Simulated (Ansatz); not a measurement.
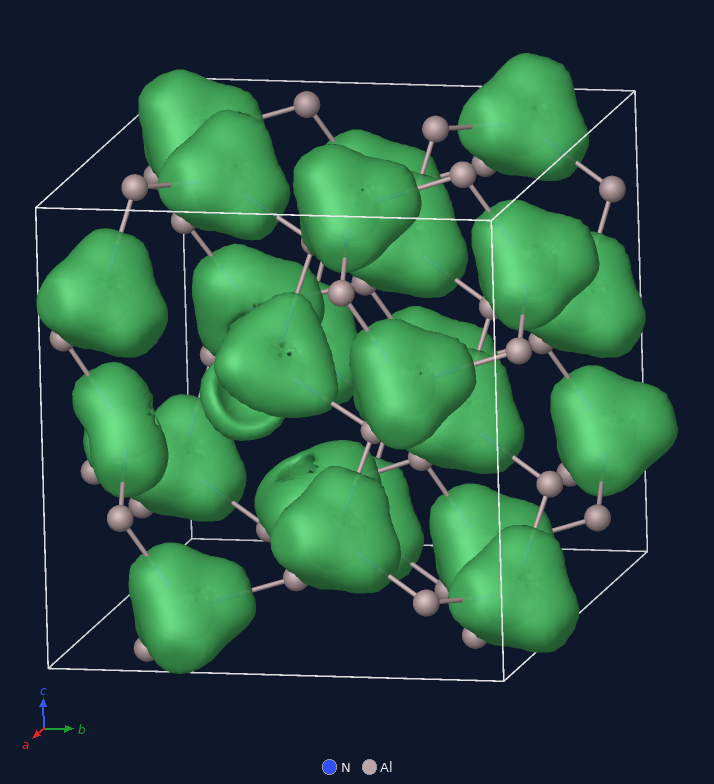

Figure. Al23N25 (cell charge +1, with a compensating background) (cell with a defect). Isosurface of the ELF at 0.75 (green), seen slightly off an axis. Core shells and regions of very low density are left out. Sticks mark near contacts.

The program warned that a starting moment wasn't kept; spin-polarised.

All numbers below come from DFT PBE, scalar-relativistic, plane waves, PAW (Ansatz).

Core electrons are frozen (PAW), and the valence fields are smoothed inside the atomic spheres.

```yaml
crystal:
  lattice:
    - [3.13021, -5.42168, 5.01804]
    - [3.13021, 5.42168, 5.01804]
    - [-6.26042, 0.00000, 5.01804]
  atoms:
    - { symbol: N, position: [0.68670, 0.35336, 0.52003] }
    - { symbol: Al, position: [0.99947, 0.66613, 0.83280] }
    - { symbol: Al, position: [0.33111, 0.50277, 0.66430] }
    - { symbol: Al, position: [0.83610, 0.49763, 0.16444] }
    - { symbol: Al, position: [0.16751, 0.33263, 0.99894] }
    - { symbol: Al, position: [0.49773, 0.66959, 0.33487] }
    - { symbol: Al, position: [0.83096, 0.99778, 0.66944] }
    - { symbol: Al, position: [0.16561, 0.83417, 0.49930] }
    - { symbol: Al, position: [0.50154, 0.16440, 0.83626] }
    - { symbol: Al, position: [0.66596, 0.83227, 0.00084] }
    - { symbol: Al, position: [0.00293, 0.16821, 0.33106] }
    - { symbol: Al, position: [0.33362, 0.00029, 0.16696] }
    - { symbol: Al, position: [0.65448, 0.49821, 0.84225] }
    - { symbol: Al, position: [0.00055, 0.83457, 0.16550] }
    - { symbol: Al, position: [0.33216, 0.66722, 0.00124] }
    - { symbol: Al, position: [0.83154, 0.67559, 0.48781] }
    - { symbol: Al, position: [0.16827, 0.50095, 0.33180] }
    - { symbol: Al, position: [0.49846, 0.83494, 0.66762] }
    - { symbol: Al, position: [0.83428, 0.16513, 0.00160] }
    - { symbol: Al, position: [0.16791, 0.99883, 0.83388] }
    - { symbol: Al, position: [0.50058, 0.33267, 0.17146] }
    - { symbol: Al, position: [0.66600, 0.00479, 0.33391] }
    - { symbol: Al, position: [0.00892, 0.32114, 0.66488] }
    - { symbol: Al, position: [0.33812, 0.16724, 0.49934] }
    - { symbol: N, position: [0.77278, 0.43944, 0.60611] }
    - { symbol: N, position: [0.12585, 0.79252, 0.95918] }
    - { symbol: N, position: [0.45782, 0.62771, 0.79280] }
    - { symbol: N, position: [0.96105, 0.62614, 0.29115] }
    - { symbol: N, position: [0.29480, 0.46004, 0.12585] }
    - { symbol: N, position: [0.62531, 0.79610, 0.46132] }
    - { symbol: N, position: [0.95947, 0.12449, 0.79438] }
    - { symbol: N, position: [0.29252, 0.96147, 0.62671] }
    - { symbol: N, position: [0.62798, 0.29197, 0.96277] }
    - { symbol: N, position: [0.79338, 0.95919, 0.12814] }
    - { symbol: N, position: [0.12943, 0.29465, 0.45864] }
    - { symbol: N, position: [0.46073, 0.12740, 0.29407] }
    - { symbol: N, position: [0.45585, 0.29506, 0.63516] }
    - { symbol: N, position: [0.79205, 0.62347, 0.95515] }
    - { symbol: N, position: [0.12182, 0.45872, 0.79014] }
    - { symbol: N, position: [0.62839, 0.46850, 0.28918] }
    - { symbol: N, position: [0.96207, 0.29311, 0.12582] }
    - { symbol: N, position: [0.29249, 0.62873, 0.45977] }
    - { symbol: N, position: [0.62644, 0.95915, 0.79540] }
    - { symbol: N, position: [0.95680, 0.78848, 0.62538] }
    - { symbol: N, position: [0.29376, 0.12654, 0.96033] }
    - { symbol: N, position: [0.45988, 0.79366, 0.12710] }
    - { symbol: N, position: [0.80183, 0.12251, 0.46172] }
    - { symbol: N, position: [0.12700, 0.96043, 0.29321] }
```

Describe the localisation domains.

Answer. The surface consists of one region between bonded N–N atoms (shared pairs), 24 regions on N in which the atom's valence shell and bonds are merged and one lobe on N, pointing away from the bonds (lone pairs), counted in one cell of 48 atoms. Any copies at cell faces, edges or corners count once.

Values along the shortest contacts:
N–N (1.30 Å): the ELF peaks at about 0.85 between the atoms (inside overlapping PAW spheres, so only a guide): a covalent bond. Al–N (1.86 Å): the ELF peaks at about 0.90 in the valence shell of N, 0.8 Å from its nucleus, and is about 0.85 at the midpoint.
